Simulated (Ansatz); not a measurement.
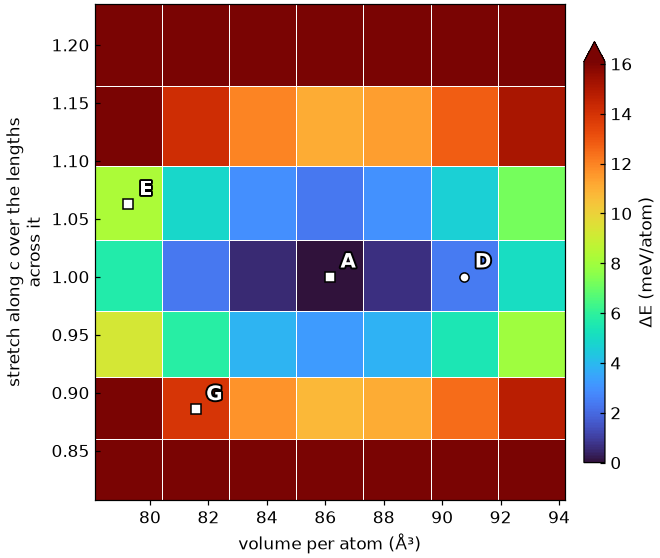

Rb (Cmcm, No. 63; 2 atoms in the cell). 
- The energy is mapped over volume and the cell's shape.
- The first coordinate is: volume per atom; the second: stretch along c over the lengths across it, relative to the relaxed cell.
- Nothing is relaxed (fractional coordinates fixed).
- The scan uses a 7 × 7 grid.
- Points are written as (first, second).
- All energies are given in meV/atom relative to the lowest grid point.
- Level of theory: Ansatz, DFT PBE+D3(BJ), scalar-relativistic, plane waves, PAW. Settings: cutoff 420 eV, k-mesh 12×12×6 in the order of the run's cell vectors, gaussian smearing 0.15 eV, no spin polarisation.

In the figure: one coloured cell a grid point, one colour for all values above the top of the scale, lettered points.

> Is A the lowest point of the computed grid?

Yes. A, at (86.15 Å³, 1.000), has the lowest energy of the grid.

> What kind of point is each of A, G: minimum, saddle, maximum or slope?

A: minimum; G: on a slope. (In these two coordinates alone; a stationary point may lie a little off the grid point.)

> Rank the lettered points by energy, lowest first.

A (0.0 meV/atom), D (2.4 meV/atom), E (8.3 meV/atom), G (13.9 meV/atom).
